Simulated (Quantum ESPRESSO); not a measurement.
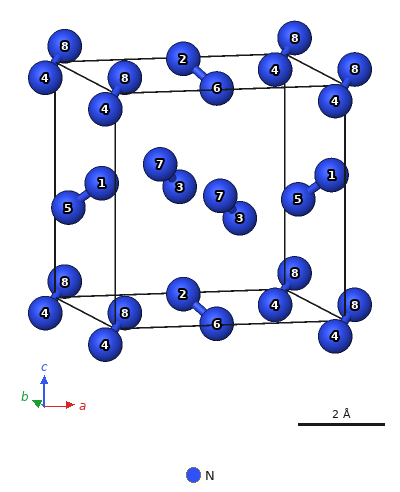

**Figure 1.** The structure (ball-and-stick view of the cell of the calculation, seen slightly off an axis; atoms are numbered from 1 in the order of the input). Near neighbours in the crystal (not all of them lie inside the picture): N has 1 N at 1.11 Å.

# Band-structure run, with input and output: N

The run: band-structure run of N (8 atoms in the cell). Method and program: Kohn-Sham DFT of a periodic cell, LDA, GBRV 1.5 LDA, no spin polarisation (Quantum ESPRESSO 7.5).

The structure derives from a Materials Project entry.

## Input file
```
&CONTROL
  calculation = 'scf'
  prefix = 'pwscf'
  outdir = './tmp'
  pseudo_dir = './pseudo'
  tprnfor = .true.
  tstress = .true.
  disk_io = 'low'
/
&SYSTEM
  ibrav = 0
  nat = 8
  ntyp = 1
  ecutwfc = 45
  ecutrho = 360
  nbnd = 28
  occupations = 'smearing'
  smearing = 'fd'
  degauss = 0.00367493
/
&ELECTRONS
  conv_thr = 1.6d-09
  electron_maxstep = 120
  mixing_beta = 0.5
/
ATOMIC_SPECIES
N     14.0070 n_lda_v1.2.uspp.F.UPF
CELL_PARAMETERS angstrom
   5.5605176600    0.0000000000    0.0000000000
   0.0000000000    5.5605176600    0.0000000000
   0.0000000000    0.0000000000    5.5605176600
ATOMIC_POSITIONS crystal
N      0.0573973300    0.4426026700    0.5573973300
N      0.4426026700    0.5573973300    0.0573973300
N      0.5573973300    0.0573973300    0.4426026700
N      0.9426026700    0.9426026700    0.9426026700
N      0.9426026700    0.5573973300    0.4426026700
N      0.5573973300    0.4426026700    0.9426026700
N      0.4426026700    0.9426026700    0.5573973300
N      0.0573973300    0.0573973300    0.0573973300
K_POINTS automatic
5 5 5 0 0 0
```

## File bands.in
```
&CONTROL
  calculation = 'bands'
  prefix = 'pwscf'
  outdir = './tmp'
  pseudo_dir = './pseudo'
  disk_io = 'low'
  verbosity = 'high'
/
&SYSTEM
  ibrav = 0
  nat = 8
  ntyp = 1
  ecutwfc = 45
  ecutrho = 360
  nbnd = 28
  occupations = 'smearing'
  smearing = 'fd'
  degauss = 0.00367493
/
&ELECTRONS
  conv_thr = 1d-08
  electron_maxstep = 120
  mixing_beta = 0.5
  diago_full_acc = .true.
  startingwfc = 'random'
/
ATOMIC_SPECIES
N     14.0070 n_lda_v1.2.uspp.F.UPF
CELL_PARAMETERS angstrom
   5.5605176600    0.0000000000    0.0000000000
   0.0000000000    5.5605176600    0.0000000000
   0.0000000000    0.0000000000    5.5605176600
ATOMIC_POSITIONS crystal
N      0.0573973300    0.4426026700    0.5573973300
N      0.4426026700    0.5573973300    0.0573973300
N      0.5573973300    0.0573973300    0.4426026700
N      0.9426026700    0.9426026700    0.9426026700
N      0.9426026700    0.5573973300    0.4426026700
N      0.5573973300    0.4426026700    0.9426026700
N      0.4426026700    0.9426026700    0.5573973300
N      0.0573973300    0.0573973300    0.0573973300
K_POINTS crystal
60
 0.0000000000  0.0000000000  0.0000000000 1
 0.0000000000  0.0714285714  0.0000000000 1
 0.0000000000  0.1428571429  0.0000000000 1
 0.0000000000  0.2142857143  0.0000000000 1
 0.0000000000  0.2857142857  0.0000000000 1
 0.0000000000  0.3571428571  0.0000000000 1
 0.0000000000  0.4285714286  0.0000000000 1
 0.0000000000  0.5000000000  0.0000000000 1
 0.0714285714  0.5000000000  0.0000000000 1
 0.1428571429  0.5000000000  0.0000000000 1
 0.2142857143  0.5000000000  0.0000000000 1
 0.2857142857  0.5000000000  0.0000000000 1
 0.3571428571  0.5000000000  0.0000000000 1
 0.4285714286  0.5000000000  0.0000000000 1
 0.5000000000  0.5000000000  0.0000000000 1
 0.4545454545  0.4545454545  0.0000000000 1
 0.4090909091  0.4090909091  0.0000000000 1
 0.3636363636  0.3636363636  0.0000000000 1
 0.3181818182  0.3181818182  0.0000000000 1
 0.2727272727  0.2727272727  0.0000000000 1
 0.2272727273  0.2272727273  0.0000000000 1
 0.1818181818  0.1818181818  0.0000000000 1
 0.1363636364  0.1363636364  0.0000000000 1
 0.0909090909  0.0909090909  0.0000000000 1
 0.0454545455  0.0454545455  0.0000000000 1
 0.0000000000  0.0000000000  0.0000000000 1
 0.0357142857  0.0357142857  0.0357142857 1
 0.0714285714  0.0714285714  0.0714285714 1
 0.1071428571  0.1071428571  0.1071428571 1
 0.1428571429  0.1428571429  0.1428571429 1
 0.1785714286  0.1785714286  0.1785714286 1
 0.2142857143  0.2142857143  0.2142857143 1
 0.2500000000  0.2500000000  0.2500000000 1
 0.2857142857  0.2857142857  0.2857142857 1
 0.3214285714  0.3214285714  0.3214285714 1
 0.3571428571  0.3571428571  0.3571428571 1
 0.3928571429  0.3928571429  0.3928571429 1
 0.4285714286  0.4285714286  0.4285714286 1
 0.4642857143  0.4642857143  0.4642857143 1
 0.5000000000  0.5000000000  0.5000000000 1
 0.4545454545  0.5000000000  0.4545454545 1
 0.4090909091  0.5000000000  0.4090909091 1
 0.3636363636  0.5000000000  0.3636363636 1
 0.3181818182  0.5000000000  0.3181818182 1
 0.2727272727  0.5000000000  0.2727272727 1
 0.2272727273  0.5000000000  0.2272727273 1
 0.1818181818  0.5000000000  0.1818181818 1
 0.1363636364  0.5000000000  0.1363636364 1
 0.0909090909  0.5000000000  0.0909090909 1
 0.0454545455  0.5000000000  0.0454545455 1
 0.0000000000  0.5000000000  0.0000000000 1
 0.5000000000  0.5000000000  0.0000000000 1
 0.5000000000  0.5000000000  0.0625000000 1
 0.5000000000  0.5000000000  0.1250000000 1
 0.5000000000  0.5000000000  0.1875000000 1
 0.5000000000  0.5000000000  0.2500000000 1
 0.5000000000  0.5000000000  0.3125000000 1
 0.5000000000  0.5000000000  0.3750000000 1
 0.5000000000  0.5000000000  0.4375000000 1
 0.5000000000  0.5000000000  0.5000000000 1
```

Machine: 2 threads of Intel Xeon (Granite Rapids), 64 GiB of memory available, shared host.

Run as:
```bash
OMP_NUM_THREADS=1 mpirun -n 2 pw.x -nk 2 -in pw.in > pw.out
OMP_NUM_THREADS=1 mpirun -n 2 pw.x -nk 2 -in bands.in > bands.out
```

## Log
```
This program is part of the open-source Quantum ESPRESSO suite
     for quantum simulation of materials; please cite
         "P. Giannozzi et al., J. Phys.:Condens. Matter 21 395502 (2009);
         "P. Giannozzi et al., J. Phys.:Condens. Matter 29 465901 (2017);
         "P. Giannozzi et al., J. Chem. Phys. 152 154105 (2020);
          URL
     in publications or presentations arising from this work. More details at

     Message from routine setup:
     using ibrav=0 with symmetry is DISCOURAGED, use correct ibrav instead

     K-points division:     npool     =       2
     Subspace diagonalization in iterative solution of the eigenvalue problem:
     a serial algorithm will be used

     G-vector sticks info
     --------------------
     sticks:   dense  smooth     PW     G-vecs:    dense   smooth      PW
     Sum        3149    1581    437               133819    47257    7075

     Using Slab Decomposition

     bravais-lattice index     =            0
     lattice parameter (alat)  =      10.5079  a.u.
     unit-cell volume          =    1160.2251 (a.u.)^3
     number of atoms/cell      =            8
     number of atomic types    =            1
     number of electrons       =        40.00
     number of Kohn-Sham states=           28
     kinetic-energy cutoff     =      45.0000  Ry
     charge density cutoff     =     360.0000  Ry
     scf convergence threshold =      1.6E-09
     mixing beta               =       0.5000
     number of iterations used =            8  plain     mixing
     Exchange-correlation= SLA  PZ   NOGX NOGC
                           (   1   1   0   0   0   0   0)

     celldm(1)=  10.507855  celldm(2)=   0.000000  celldm(3)=   0.000000
     celldm(4)=   0.000000  celldm(5)=   0.000000  celldm(6)=   0.000000

     crystal axes: (cart. coord. in units of alat)
               a(1) = (   1.000000   0.000000   0.000000 )
               a(2) = (   0.000000   1.000000   0.000000 )
               a(3) = (   0.000000   0.000000   1.000000 )

     reciprocal axes: (cart. coord. in units 2 pi/alat)
               b(1) = (  1.000000  0.000000  0.000000 )
               b(2) = (  0.000000  1.000000  0.000000 )
               b(3) = (  0.000000  0.000000  1.000000 )

     PseudoPot. # 1 for N  read from file:
     n_lda_v1.2.uspp.F.UPF
     Pseudo is Ultrasoft + core correction, Zval =  5.0
     Generated by new atomic code, or converted to UPF format
     Using radial grid of  729 points,  4 beta functions with:
                l(1) =   0
                l(2) =   0
                l(3) =   1
                l(4) =   1
     Q(r) pseudized with  8 coefficients,  rinner =    0.900   0.900   0.900

     atomic species   valence    mass     pseudopotential
     N                 5.00    14.00700     N ( 1.00)

     24 Sym. Ops., with inversion, found (18 have fractional translation)

   Cartesian axes

     site n.     atom                  positions (alat units)
         1        N      tau(   1) = (   0.0573973   0.4426027   0.5573973  )
         2        N      tau(   2) = (   0.4426027   0.5573973   0.0573973  )
         3        N      tau(   3) = (   0.5573973   0.0573973   0.4426027  )
         4        N      tau(   4) = (   0.9426027   0.9426027   0.9426027  )
         5        N      tau(   5) = (   0.9426027   0.5573973   0.4426027  )
         6        N      tau(   6) = (   0.5573973   0.4426027   0.9426027  )
         7        N      tau(   7) = (   0.4426027   0.9426027   0.5573973  )
         8        N      tau(   8) = (   0.0573973   0.0573973   0.0573973  )

     number of k points=    11  Fermi-Dirac smearing, width (Ry)=  0.0037
                       cart. coord. in units 2pi/alat
        k(    1) = (   0.0000000   0.0000000   0.0000000), wk =   0.0160000
        k(    2) = (   0.0000000   0.0000000   0.2000000), wk =   0.0960000
        k(    3) = (   0.0000000   0.0000000   0.4000000), wk =   0.0960000
        k(    4) = (   0.0000000   0.2000000   0.2000000), wk =   0.1920000
        k(    5) = (   0.0000000   0.2000000   0.4000000), wk =   0.1920000
        k(    6) = (   0.0000000   0.4000000   0.4000000), wk =   0.1920000
        k(    7) = (   0.2000000   0.2000000   0.2000000), wk =   0.1280000
        k(    8) = (   0.2000000   0.2000000   0.4000000), wk =   0.3840000
        k(    9) = (   0.2000000   0.4000000   0.4000000), wk =   0.3840000
        k(   10) = (   0.4000000   0.4000000   0.4000000), wk =   0.1280000
        k(   11) = (   0.0000000   0.4000000   0.2000000), wk =   0.1920000

     Dense  grid:   133819 G-vectors     FFT dimensions: (  64,  64,  64)

     Smooth grid:    47257 G-vectors     FFT dimensions: (  48,  48,  48)

     Initial potential from superposition of free atoms

     starting charge      39.9999, renormalised to      40.0000
     Starting wfcs are   32 randomized atomic wfcs

     Self-consistent Calculation

     iteration #  1     ecut=    45.00 Ry     beta= 0.50
     Davidson diagonalization with overlap
     ethr =  1.00E-02,  avg # of iterations =  2.0

     total energy              =    -161.00257157 Ry
     estimated scf accuracy    <       0.55238422 Ry

     iteration #  2     ecut=    45.00 Ry     beta= 0.50
     Davidson diagonalization with overlap
     ethr =  1.38E-03,  avg # of iterations =  2.0

     total energy              =    -161.03494128 Ry
     estimated scf accuracy    <       0.04805118 Ry

     iteration #  3     ecut=    45.00 Ry     beta= 0.50
     Davidson diagonalization with overlap
     ethr =  1.20E-04,  avg # of iterations =  2.0

     total energy              =    -161.03799721 Ry
     estimated scf accuracy    <       0.00386188 Ry

     iteration #  4     ecut=    45.00 Ry     beta= 0.50
     Davidson diagonalization with overlap
     ethr =  9.65E-06,  avg # of iterations =  2.0

     total energy              =    -161.03831337 Ry
     estimated scf accuracy    <       0.00005389 Ry

     iteration #  5     ecut=    45.00 Ry     beta= 0.50
     Davidson diagonalization with overlap
     ethr =  1.35E-07,  avg # of iterations =  2.0

     total energy              =    -161.03832923 Ry
     estimated scf accuracy    <       0.00000120 Ry

     iteration #  6     ecut=    45.00 Ry     beta= 0.50
     Davidson diagonalization with overlap
     ethr =  3.00E-09,  avg # of iterations =  2.7

     total energy              =    -161.03832931 Ry
     estimated scf accuracy    <       0.00000058 Ry

     iteration #  7     ecut=    45.00 Ry     beta= 0.50
     Davidson diagonalization with overlap
     ethr =  1.45E-09,  avg # of iterations =  2.0

     total energy              =    -161.03832947 Ry
     estimated scf accuracy    <       0.00000003 Ry

     iteration #  8     ecut=    45.00 Ry     beta= 0.50
     Davidson diagonalization with overlap
     ethr =  7.36E-11,  avg # of iterations =  2.0

     total energy              =    -161.03832947 Ry
     estimated scf accuracy    <          6.4E-09 Ry

     iteration #  9     ecut=    45.00 Ry     beta= 0.50
     Davidson diagonalization with overlap
     ethr =  1.60E-11,  avg # of iterations =  2.0

     End of self-consistent calculation

          k = 0.0000 0.0000 0.0000 (  5887 PWs)   bands (ev):

   -23.6958 -23.6274 -23.6274 -23.6274  -8.9512  -8.9512  -8.9512  -8.7271
    -7.3792  -7.3792  -7.3792  -7.1771  -7.1771  -6.9748  -6.9748  -6.9748
    -6.5831  -5.5577  -5.5577  -5.5577   1.5391   1.5391   1.5391   2.4846
     2.4846   2.4846   2.8071   2.8071

          k = 0.0000 0.0000 0.2000 (  5927 PWs)   bands (ev):

   -23.6893 -23.6339 -23.6273 -23.6273  -8.9437  -8.9413  -8.9280  -8.7465
    -7.4064  -7.3793  -7.3720  -7.2082  -7.1644  -7.1171  -7.0066  -6.9996
    -6.3534  -5.6048  -5.5468  -5.5461   1.6199   1.6284   1.6729   2.4444
     2.4559   2.5176   2.7129   2.7785

          k = 0.0000 0.0000 0.4000 (  5910 PWs)   bands (ev):

   -23.6721 -23.6510 -23.6272 -23.6272  -8.9291  -8.9265  -8.8689  -8.7995
    -7.4480  -7.4288  -7.3408  -7.2780  -7.1609  -7.1234  -7.0850  -7.0597
    -6.0193  -5.7566  -5.5288  -5.5281   1.7848   1.7981   2.0184   2.3580
     2.3743   2.4240   2.6018   2.7015

          k = 0.0000 0.2000 0.2000 (  5904 PWs)   bands (ev):

   -23.6833 -23.6332 -23.6332 -23.6279  -8.9411  -8.9268  -8.9197  -8.7671
    -7.4522  -7.3990  -7.3169  -7.2105  -7.1986  -7.1696  -7.0215  -6.9892
    -6.2279  -5.5949  -5.5934  -5.5459   1.6908   1.7533   1.7578   2.4203
     2.4683   2.4890   2.6752   2.7114

          k = 0.0000 0.2000 0.4000 (  5906 PWs)   bands (ev):

   -23.6678 -23.6486 -23.6315 -23.6294  -8.9301  -8.9175  -8.8808  -8.8197
    -7.4774  -7.4081  -7.3580  -7.2812  -7.1491  -7.1215  -7.0638  -7.0497
    -5.9717  -5.7382  -5.5719  -5.5523   1.8524   1.9022   2.0722   2.3528
     2.4016   2.4332   2.5425   2.6254

          k = 0.0000 0.4000 0.4000 (  5930 PWs)   bands (ev):

   -23.6565 -23.6426 -23.6426 -23.6353  -8.9207  -8.9034  -8.8995  -8.8633
    -7.4728  -7.4155  -7.3757  -7.3195  -7.1124  -7.1032  -7.0551  -7.0320
    -5.8428  -5.6876  -5.6869  -5.6163   2.0342   2.1426   2.1521   2.3490
     2.3731   2.4205   2.4417   2.4714

          k = 0.2000 0.2000 0.2000 (  5893 PWs)   bands (ev):

   -23.6780 -23.6331 -23.6331 -23.6331  -8.9343  -8.9343  -8.9103  -8.7891
    -7.4906  -7.3401  -7.3401  -7.2638  -7.1776  -7.1776  -6.9986  -6.9986
    -6.1454  -5.6033  -5.6033  -5.5775   1.7651   1.8469   1.8469   2.4052
     2.4628   2.4628   2.6504   2.6504

          k = 0.2000 0.2000 0.4000 (  5935 PWs)   bands (ev):

   -23.6641 -23.6469 -23.6330 -23.6330  -8.9329  -8.9256  -8.8908  -8.8411
    -7.4902  -7.4207  -7.3048  -7.2804  -7.1628  -7.1283  -7.0294  -7.0218
    -5.9443  -5.7355  -5.6020  -5.5907   1.9224   1.9837   2.1206   2.3403
     2.3890   2.4266   2.5217   2.5853

          k = 0.2000 0.4000 0.4000 (  5910 PWs)   bands (ev):

   -23.6544 -23.6425 -23.6425 -23.6372  -8.9342  -8.9245  -8.9134  -8.8866
    -7.4572  -7.3853  -7.3682  -7.3186  -7.0930  -7.0727  -7.0230  -7.0103
    -5.8500  -5.7168  -5.7070  -5.6565   2.0730   2.1720   2.2018   2.3215
     2.3626   2.3938   2.4659   2.4754

          k = 0.4000 0.4000 0.4000 (  5917 PWs)   bands (ev):

   -23.6489 -23.6424 -23.6424 -23.6424  -8.9498  -8.9498  -8.9420  -8.9294
    -7.4074  -7.3536  -7.3498  -7.3498  -7.0218  -7.0218  -6.9832  -6.9832
    -5.8335  -5.7567  -5.7567  -5.7462   2.1540   2.2414   2.2414   2.2525
     2.3927   2.3927   2.4642   2.4642

          k = 0.0000 0.4000 0.2000 (  5906 PWs)   bands (ev):

   -23.6678 -23.6486 -23.6315 -23.6294  -8.9274  -8.9240  -8.8772  -8.8191
    -7.4825  -7.4554  -7.2547  -7.2407  -7.2283  -7.1655  -7.0573  -7.0250
    -5.9718  -5.7387  -5.5703  -5.5532   1.8607   1.9002   2.0685   2.3615
     2.3645   2.4332   2.5565   2.6385

     the Fermi energy is    -3.5687 ev

!    total energy              =    -161.03832947 Ry
     estimated scf accuracy    <          1.1E-11 Ry
     smearing contrib. (-TS)   =       0.00000000 Ry
     internal energy E=F+TS    =    -161.03832947 Ry

     The total energy is F=E-TS. E is the sum of the following terms:
     one-electron contribution =    -114.40111966 Ry
     hartree contribution      =      67.10290852 Ry
     xc contribution           =     -40.84632402 Ry
     ewald contribution        =     -72.89379431 Ry

     convergence has been achieved in   9 iterations

     Forces acting on atoms (cartesian axes, Ry/au):

     atom    1 type  1   force =    -0.01537439    0.01537439   -0.01537439
     atom    2 type  1   force =     0.01537439   -0.01537439   -0.01537439
     atom    3 type  1   force =    -0.01537439   -0.01537439    0.01537439
     atom    4 type  1   force =     0.01537439    0.01537439    0.01537439
     atom    5 type  1   force =     0.01537439   -0.01537439    0.01537439
     atom    6 type  1   force =    -0.01537439    0.01537439    0.01537439
     atom    7 type  1   force =     0.01537439    0.01537439   -0.01537439
     atom    8 type  1   force =    -0.01537439   -0.01537439   -0.01537439

     Total force =     0.075319     Total SCF correction =     0.000008

     Computing stress (Cartesian axis) and pressure

          total   stress  (Ry/bohr**3)                   (kbar)     P=      -15.37
  -0.00010448   0.00000000   0.00000000          -15.37        0.00        0.00
   0.00000000  -0.00010448   0.00000000            0.00      -15.37        0.00
   0.00000000   0.00000000  -0.00010448            0.00        0.00      -15.37

=------------------------------------------------------------------------------=
   JOB DONE.
=------------------------------------------------------------------------------=
```

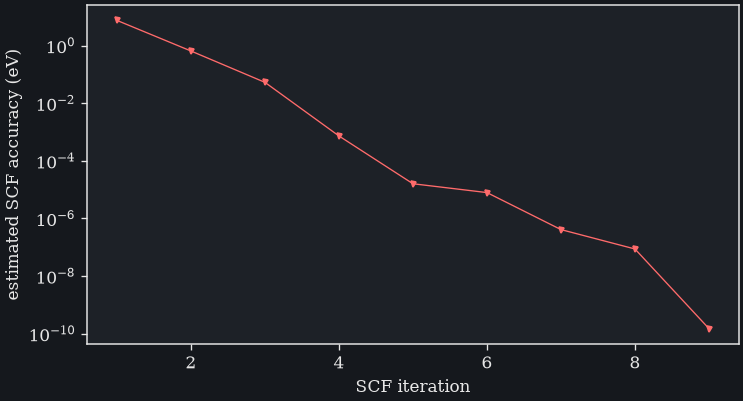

**Figure 2.** Convergence of the self-consistent field: estimated SCF accuracy against the iteration. The field takes 9 iterations in all.

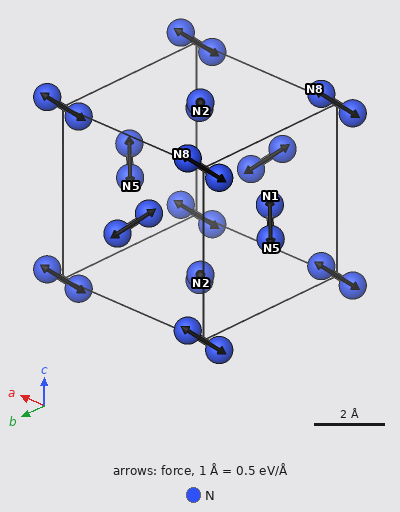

**Figure 3.** Forces on the atoms as black arrows (ball-and-stick view of the cell of the calculation, seen at an oblique angle; atoms are numbered from 1 in the order of the input). The largest act on all 8 N atoms (0.68 eV/Å). The geometry is not a stationary point of this energy.

## Key numbers

| quantity | value |
| --- | --- |
| outcome | converged |
| space group (tolerance 0.01 Å) | Pa-3 (205) |
| electrons treated | 40 |
| free energy | −2191.0381 eV |
| Fermi energy of the self-consistent step | −3.569 eV |
| gap on the k-point mesh | 7.07 eV |
| gap on the band path | 7.06 eV |
| pressure | −1.54 GPa |
| largest force (length of the vector) | 0.685 eV/Å |
| wall time | 53 s (CPU time 1.8 min) |
| peak memory | 0.34 GiB |
